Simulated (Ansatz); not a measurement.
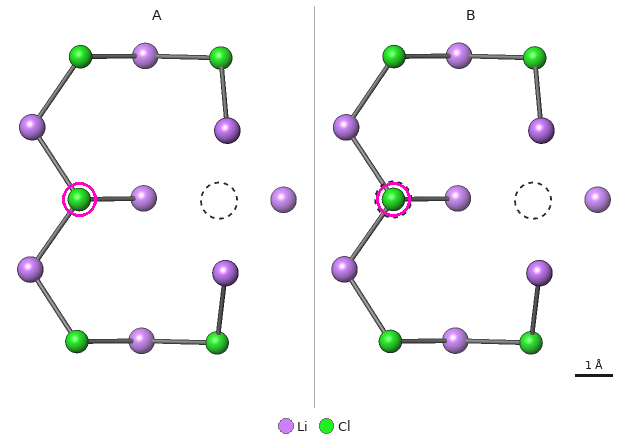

A vacancy jump of chlorine in LiCl (P6_3mc phase), in a neutral cell with 15 atoms, whose images lie 7.4 Å apart. One frame is the relaxed vacancy; in the other the neighbouring Cl atom (ringed) was set half-way along its jump of 3.88 Å and all atoms were relaxed in the symmetry of that start. Dashed circles mark empty sites. The picture is a ball-and-stick view of the slice 3.8 Å thick through the jump, out to 5.1 Å from its middle, seen across the jump.

Method: Ansatz 0.2.0, DFT PBE, scalar-relativistic, plane waves, PAW. Settings: plane-wave cutoff 420 eV; k-point mesh 4 × 4 × 4; occupations gaussian; smearing width 0.05 eV; no spin polarisation; atoms relaxed in a fixed cell; force threshold 0.02 eV/Å.

> What does the half-way point cost?

Frame B is the half-way start after relaxation. It lies 0.00 eV below the relaxed vacancy. The atom slides 0.50 of the jump length along the path, so the half-way point isn't stationary and this energy isn't the barrier. There it has 4 Li as nearest neighbours, the closest at 2.38 Å. Both cells are metallic on the mesh.

Limits of the set-up: the cell has an odd number of electrons but was run without spin polarisation; the periodic images lie only 7.4 Å apart, so the values are limited by the cell's size.
